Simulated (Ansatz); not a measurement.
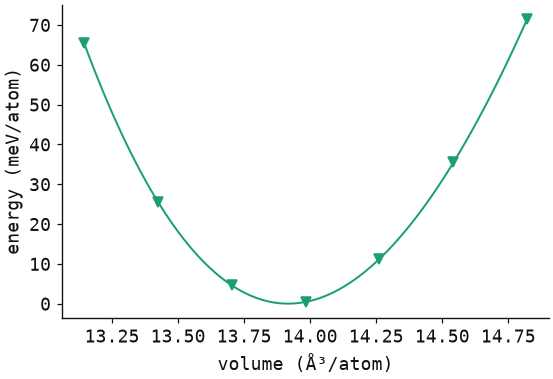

The plot gives the computed energy against volume for Os, space group P6_3/mmc (No. 194).

Cell as given: a = 2.734 Å, b = 2.734 Å, c = 4.320 Å, α = 90.00°, β = 90.00°, γ = 120.00°; 2 atoms.

Calculation (Ansatz 0.2.0): plane-wave DFT, no spin polarisation; energies at scaled volumes of the given cell, shape and fractions fixed, counted from the fit's minimum, third-order Birch-Murnaghan fit. Level: r2SCAN with rVV10.

| setting | value |
| --- | --- |
| k mesh | 11×11×6 |
| occupations | Fermi–Dirac |
| smearing width | 0.05 eV |
| potentials | Ansatz PAW |
| wave cutoff | 500 eV |
| density cutoff | 2500 eV |

### Give the fitted equation-of-state parameters.

A third-order Birch–Murnaghan fit gives V0 = 13.92 Å³/atom, B0 = 439 GPa and B′ = 4.8.

Limits of the calculation: shape and atomic fractions are frozen while scaling, which makes layered, chain and framework solids too stiff.
